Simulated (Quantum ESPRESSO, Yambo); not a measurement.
# A GW chain in Yambo: P (puckered monolayer), part 3 of 3

Aim: the G0W0 gap of P (puckered monolayer) on PBE, step by step.

Quantum ESPRESSO 7.5 and Yambo 5.3.0; PBE and many-body steps on it, plane waves. Known limits of the many-body steps: not at the basis limit.

So far. Step 3 (Bands along the symmetry lines): The gap is 0.908 eV, as in the run before at this level. Step 4 (Empty states on the mesh, 4×6×1 mesh, 70 bands): On this mesh the gap is 0.908 eV.

**6. Screening and self-energy, 4×6×1 mesh, 70 bands, screening to 88.4 eV**

Now the one-shot GW correction: screening in the RPA, then the self-energy of the levels asked for.

This step: G0W0 on PBE, plane waves, norm-conserving pseudopotentials.

The input, gw1.in:

```
HF_and_locXC
gw0
dyson
ppa
em1d
rim_cut
rim_w
RandQpts= 3000000
RandGvec= 100 RL
CUTGeo= "slab z"
RandGvecW= 9 RL
EXXRLvcs= 36 Ry
VXCRLvcs= 144 Ry
Chimod= "HARTREE"
% BndsRnXp
 1 | 70 |
%
NGsBlkXp= 6.5 Ry
% LongDrXp
 1 | 1 | 0 |
%
% GbndRnge
 1 | 70 |
%
DysSolver= "n"
ExtendOut
PPAPntXp= 27.21138 eV
% QPkrange
 1 | 1 | 9 | 12 |
%
```

The run is started by

```sh
> OMP_NUM_THREADS=2 mpirun -n 4 yambo -F gw1.in -J gw1 -C gw1 > gw1.log
```

Log:

```text
 Yambo, version 5.3.0

 [02] CORE Variables Setup
 =========================

  [... cell, symmetries and grids as in the set-up ...]

  [02.05] Energies & Occupations
  ==============================

  [X] === General ===
  [X] Electronic Temperature                        :  0.000000  0.000000 [eV K]
  [X] Bosonic    Temperature                        :  0.000000  0.000000 [eV K]
  [X] Finite Temperature mode                       : no
  [X] El. density                                   :  0.93433E+23 [cm-3]
  [X] Fermi Level                                   : -0.738122 [eV]

  [X] === Gaps and Widths ===
  [X] Conduction Band Min                           :  0.907578 [eV]
  [X] Valence Band Max                              :  0.000000 [eV]
  [X] Filled Bands                                  :  10
  [X] Empty Bands                                   :   11   70
  [X] Direct Gap                                    :  0.907578 [eV]
  [X] Direct Gap localized at k                     :  1
  [X] Indirect Gap                                  :  0.907578 [eV]
  [X] Indirect Gap between kpts                     :  1  1
  [X] Last valence band width                       :  1.926594 [eV]
  [X] 1st conduction band width                     :  1.893679 [eV]

 [03] Transferred momenta grid and indexing
 ==========================================

 IBZ Q-points                                      :  12
 BZ  Q-points                                      :  24

 K/Q-points units:
 rlu = crystal or reduced units; cc = cartesian coordinates; iku = interal k-units

 Q [ 1]         [rlu]:  0.000000  0.000000  0.000000
 Q [ 2]         [rlu]:  0.000000  0.166667  0.000000
 Q [ 3]         [rlu]:  0.000000  0.333333  0.000000
 Q [ 4]         [rlu]:  0.000000 -0.500000  0.000000
 Q [ 5]         [rlu]:  0.250000  0.000000  0.000000
 Q [ 6]         [rlu]:  0.250000  0.166667  0.000000
 Q [ 7]         [rlu]:  0.250000  0.333333  0.000000
 Q [ 8]         [rlu]:  0.250000 -0.500000  0.000000
 Q [ 9]         [rlu]: -0.500000  0.000000  0.000000
 Q [10]         [rlu]: -0.500000  0.166667  0.000000
 Q [11]         [rlu]: -0.500000  0.333333  0.000000
 Q [12]         [rlu]: -0.500000 -0.500000  0.000000

 [04] Coloumb potential Random Integration (RIM)
 ===============================================

 Performing RIM of v_slab

  [04.01] RIM initialization
  ==========================

  * Diagonal components only detected *

  8 x (sBL volume)        :  0.057239 [a.u.]
  sBZ random points       :  3000000
  Points outside the sBZ  :  24001885
  RL volume               :  0.171717 [a.u.]
  Integrated volume       :  0.171704 [a.u.]

  [04.02] RIM integrals
  =====================

  Gamma point sphere radius             :  0.043794 [a.u.]
  Points outside the sphere             :  2398561
  [Int_sBZ(q=0) 1/q^2]*(Vol_sBZ)^(-1/3) =:  7.478278
                                 should be <:  7.795600

  Summary of Coulomb integrals for non-metallic bands |Q|[au] RIM/Bare

  Q [1] 0.100000E-4 0.959295 * Q [2] 0.167704 0.969706
  Q [5] 0.179641 1.015017 * Q [6] 0.245755 1.037514
  Q [3] 0.335408 1.021483 * Q [9] 0.359283 1.032099
  Q [7] 0.380486 1.024586 * Q [10] 0.396496 1.028720
  Q [11] 0.491511 1.019802 * Q [4] 0.503112 1.015568
  Q [8] 0.534222 1.015050 * Q [12] 0.618228 1.012660
  Non-periodic chartesian directions : none
  Optical renormalization            :  26.45617 [au]
  Polarizability dimension           : length

 [05] Coloumb potential CutOffslab
 =================================

 Cut directionsZ
 Slab Cutoff:Z
 Symmetry test passed : yes

 [06] Dipoles
 ============

  [06.01] Setup: observables and procedures
  =========================================

  [WARNING] [x,Vnl] slows the Dipoles computation. To neglect it rename the ns.kb_pp file

 [07] Dynamic Dielectric Matrix (PPA)
 ====================================

 [WR./gw1//ndb.pp]---------------------------------------------------------------
  Brillouin Zone Q/K grids (IBZ/BZ)                :  12  24  12  24
  RL vectors                                       :   6937 [WF]
  Coulomb cutoff potential                         : slab z
  Electronic Temperature                           :  0.000000 [K]
  Bosonic    Temperature                           :  0.000000 [K]
  PPA    diel. fun.  energies                      : Perdew, Burke & Ernzerhof(X)+Perdew, Burke & Ernzerhof(C)
  wavefunctions                                    : Perdew, Burke & Ernzerhof(X)+Perdew, Burke & Ernzerhof(C)
  Global Gauge                                     : length
  X matrix size                                    :   367
  X band range                                     :    1   70
  X e/h energy range                               : -1.000000 -1.000000 [eV]
  X Time ordering                                  : R
  X Hxc Kernel                                     : HARTREE
  X Drude frequency                                :  0.000000  0.000000
  X poles                                          :  100.0000 [o/o]
  RL vectors in the sum                            :   6937
  [r,Vnl] included                                 : yes
  Field direction                                  :  0.707107E-5  0.707107E-5   0.00000
  BZ energy Double Grid                            : no
  BZ energy DbGd points                            : 0
  BZ Q point size factor                           : -1.000000
  X Optical Averaged directions                    : none

 [08] Local Exchange-Correlation + Non-Local Fock
 ================================================

 [VXC] Plane waves :   42135
 [EXS] Plane waves :   5277

 QP @ state[ 1 ] K range:  1  1
 QP @ state[ 1 ] b range:   9  12

 [xc] Functional : Perdew, Burke & Ernzerhof(X)+Perdew, Burke & Ernzerhof(C)
 [xc] LIBXC used to calculate xc functional
  PP Number of Atomic Species                      :  1
  NLCC RL compoments                               :   42135
  PP Number of Atomic Species                      :  1
  NLCC RL compoments                               :   42135

 [xc] E_xc :  -6.689250 [Ha]
      E_xc :  -13.37850 [Ry]

  Local XC kind (lXC) : Perdew, Burke & Ernzerhof(X)+Perdew, Burke & Ernzerhof(C)
  Non-Local XC kind (nlXC) : Hartree-Fock

  Corrections @ K [1] :  [eV]
 <9|nlXC|9> = -13.05127 -0.36584E-18 <9|lXC|9> = -10.56730  0.000000
 <10|nlXC|10> = -13.27485 -0.75294E-17 <10|lXC|10> = -11.64904  0.000000
 <11|nlXC|11> = -6.378751 -0.16009E-17 <11|lXC|11> = -9.946346  0.000000
 <12|nlXC|12> = -6.527862  0.88788E-18 <12|lXC|12> = -10.94060  0.000000

 [09] Dyson equation: Newton solver
 ==================================

  [09.01] RIM-W interpolation
  ===========================

  [WARNING] RIM-W works only for 2D semiconductors with slab cutoff
  Found compatible q grid: 2D
  q_min[ 1 ]:  0.250000  0.000000  0.000000 [rlu]
   0.250000  0.000000  0.000000 [iku]
  q_min[ 2 ]:  0.000000  0.166667  0.000000 [rlu]
   0.000000  0.166667  0.000000 [iku]
  G-vectors :   9
  G-vectors loaded:   83
  Number of interpolated frequencies:  2

  Evaluating coefficients q = 0
  Evaluating coefficients q = 0

  [09.02] RIM-W integrals
  =======================

  8 x (sBL volume)        :  0.057239 [a.u.]
  sBZ random points       :  3000000
  Points outside the sBZ  :  24001885
  RL volume               :  0.171717 [a.u.]
  Integrated volume       :  0.171704 [a.u.]

  [09.03] RIM integrals
  =====================

  Comparison between head Wc = W - v averages: < Wc > [au] RIM-W/RIM

   < -Wc [Q = 1] > 0.424956E-1 0.636407E-4 * < -Wc [Q = 2] > 0.006931 0.006793
   < -Wc [Q = 3] > 0.001381 0.001360 * < -Wc [Q = 4] > 0.483753E-3 0.479545E-3
   < -Wc [Q = 5] > 0.006335 0.006158 * < -Wc [Q = 6] > 0.003085 0.002938
   < -Wc [Q = 7] > 0.987394E-3 0.964924E-3 * < -Wc [Q = 8] > 0.402173E-3 0.397759E-3
   < -Wc [Q = 9] > 0.001188 0.001164 * < -Wc [Q = 10] > 0.907065E-3 0.888144E-3
   < -Wc [Q = 11] > 0.492200E-3 0.482481E-3 * < -Wc [Q = 12] > 0.257186E-3 0.253282E-3

  Comparison between head Wc = W - v averages: < Wc > [au] RIM-W/RIM

   < -Wc [G = 1,G`=0] > 0.424956E-1 0.636407E-4 * < -Wc [G = 2,G`=0] >-0.001641 0.000000
   < -Wc [G = 3,G`=0] >-0.001641 0.000000 * < -Wc [G = 4,G`=0] > 0.127604E-4  0.00000
   < -Wc [G = 5,G`=0] > 0.127604E-4  0.00000 * < -Wc [G = 6,G`=0] > 0.113487E-3  0.00000
   < -Wc [G = 7,G`=0] > 0.113487E-3  0.00000 * < -Wc [G = 8,G`=0] > 0.49411E-09  0.0000
   < -Wc [G = 9,G`=0] > 0.49501E-09  0.0000

 [10] G0W0 (W PPA)
 =================

 [  GW  ] Bands range     :    1   70
 [GW/PPA] G damping       :  0.100000 [eV]

 QP @ state[ 1 ] K range:  1  1
 QP @ state[ 1 ] b range:   9  12

  Sc/G bands                                       :    1   70
  Sc/G damping                                     :  0.100000 ev
  Sc bands terminator                              : no
  Sx RL components                                 :   5277

  QP @ state[ 1 ] K range                          :  1  1
  QP @ state[ 1 ] b range                          :   9  12
  GF energies kind                                 : Perdew, Burke & Ernzerhof(X)+Perdew, Burke & Ernzerhof(C)
  GF WF`s kind                                     : Perdew, Burke & Ernzerhof(X)+Perdew, Burke & Ernzerhof(C)
  Xs energies kind                                 : Perdew, Burke & Ernzerhof(X)+Perdew, Burke & Ernzerhof(C)
  Xs WF`s kind                                     : Perdew, Burke & Ernzerhof(X)+Perdew, Burke & Ernzerhof(C)

 [14] Game Over & Game summary
```

The job ended after 29 s (4 MPI ranks of Intel Xeon 6975P-C (Granite Rapids), shared host; peak memory 2.2 GiB).

This step gave:

- G0W0 gap on the points computed: 1.954 eV
- starting gap on the mesh: 0.9076 eV
- k of the valence top: 0, 0, 0
- k of the conduction bottom: 0, 0, 0
- least direct G0W0 gap on the computed points: 1.954 eV
- Z at the valence top: 0.7214
- Z at the conduction bottom: 0.7298

The gap on the mesh goes from 0.91 eV to 1.95 eV, a correction of +1.05 eV.

Limits: finite bands, cutoff and mesh. v1 is the top filled band, c1 the lowest empty one. Levels before and after the correction, in eV, zero at the valence-band top of each column:

|  | conduction bottom | valence top |
| --- | --- | --- |
| Kohn-Sham | 0.91 | 0.00 |
| G0W0 | 1.95 | 0.00 |

```
           level  energy (eV)
Kohn-Sham   Γ v2       -1.638
Kohn-Sham   Γ v1        0.000
Kohn-Sham   Γ c1        0.908
Kohn-Sham   Γ c2        1.643
     G0W0   Γ v2       -1.865
     G0W0   Γ v1        0.000
     G0W0   Γ c1        1.954
     G0W0   Γ c2        2.920
```

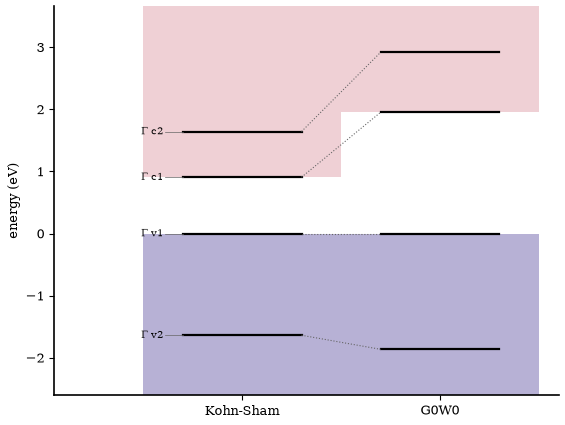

Levels before and after the correction. Shaded: valence and conduction bands.

**7. Where the time went**

Times are wall times on the hardware named with each run, good to a factor of about two.

```csv
step,time,share,memory (GiB)
ground state,5.8 s,13 %,0.6
bands along the symmetry lines,2.9 s,6 %,0.5
empty states on the mesh,4.5 s,10 %,0.55
conversion and set-up,2.6 s,6 %,0.24
screening and self-energy,29 s,65 %,2.2
```

**8. Outcome**

- PBE gap: 0.91 eV, direct
- G0W0 gap on the mesh: 1.95 eV
- GW settings: 4×6×1 mesh, 70 bands, screening to 88.4 eV, Godby-Needs plasmon pole
- known limits: not at the basis limit

**Reading.** G0W0 moves the gap on the mesh from 0.91 eV to 1.95 eV (+1.05 eV), with Z of 0.72 and 0.73 at the edges. Only 1 of the mesh's irreducible points was corrected, so a valley elsewhere could overtake. The dearest step here is «screening and self-energy». Against experiment, by G0W0@PBE: the direct gap of 1.95 eV lies +0.25 eV from the measured 1.7 eV (exciton, 77 K, 2020); the gap of 1.95 eV lies +0.95 eV from the measured 1 eV (transport, quoted 2015); the gap of 1.95 eV lies −0.25 eV from the measured 2.2 eV (electronic, quoted 2018); the direct gap of 1.95 eV lies −0.04 eV from the measured 1.991 ± 0.036 eV (exciton, on SiO2/Si, 2016); the direct gap of 1.95 eV lies −0.15 eV from the measured 2.102 ± 0.015 eV (exciton, on Si, 2016). An exciton line or allowed optical edge lies below the quasiparticle gap by the binding energy; a forbidden edge can push the onset above it. The computed sheet is free-standing; a substrate or cover screens it further and lowers both gap and binding, while the exciton line moves little. The calculation has static nuclei and no excitons; a measured gap holds zero-point and thermal motion, which mostly lowers it. Bands and cutoff are finite, so the gap is not at the basis limit. The miss can reach some tenths of an eV and take either sign; the mesh is an error of its own. In the G0W0 run levels were corrected at 1 k point alone, so a gap called «on the mesh» is the least over those, and an edge elsewhere would be missed.

[Paths, hosts, dates, memory and timing lines, banners, echoed tables and standing remarks are left out of the program output.]

[Logs are printed without paths, hosts, clocks, repeated set-up lines and the standing remarks that a program may print on its own settings, such as how far it seeks lower states.]

[Runs of the session that timed out or met a known fault of the program may be left out.]

[Hosts, paths, dates, database ids (printed as entryN), source tags and the programs' standing remarks are cut or masked in the printed files.]
